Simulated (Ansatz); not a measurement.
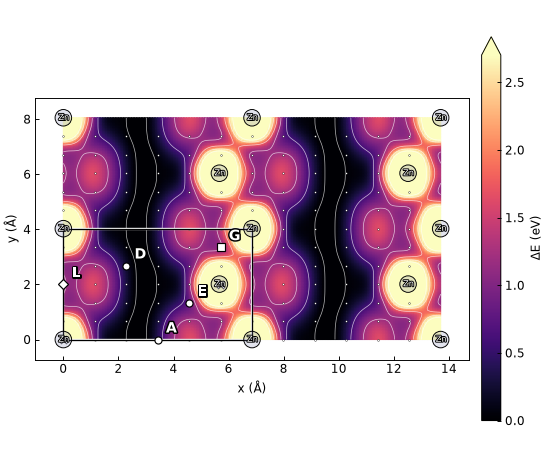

ZnSe (P4/nmm phase) with one H guest (9 atoms in the cell, cell charge +1). A guest moved over a lattice plane through the rigid host; the plane is (1 0 1) of the conventional cell, half-way across the widest gap between atomic layers, origin above Zn3. Places are given modulo a cell vector. The map is drawn in real space over the plane of the scan. Nothing is relaxed (host rigid, guest held in the plane). The scan uses a 6 × 6 grid; 22 points were computed and 12 follow by symmetry. At 2 points there is no value (left out of the scan, as a rule where atoms come close). Energies are in eV per cell, from the lowest grid point. The band gap closes in part of the range. The cell is charged on a uniform background, without a charge correction. These are results of Ansatz 0.2.0, DFT PBEsol, scalar-relativistic, plane waves, PAW, not measurements. Settings: cutoff 420 eV, k-mesh 6×6×6, gaussian smearing 0.05 eV, no spin polarisation.

The picture shows a smooth colour map with a few white contour lines, crosses at grid points without a value, dots at the grid points, labelled circles for the fixed atoms within 1 Å of the plane, the outline of one cell of the 2 × 2 shown, one colour for all values above the top of the scale, lettered points. Between grid points the surface is interpolated.

### Is L the lowest point of the computed grid?

No. L lies 1.33 eV above the lowest grid point, which is at (2/6, 0/6) of the cell vectors [nearest 1 Se at 1.57 Å].

### What kind of point is each of A, D: minimum, saddle, maximum or slope?

A: on a slope; D: on a slope. (In these two coordinates alone; a stationary point may lie a little off the grid point.)

### Rank the lettered points by energy, lowest first.

D (0.25 eV), A (0.38 eV), E (0.82 eV), G (1.16 eV), L (1.33 eV).

PAW datasets: the set soft_1.
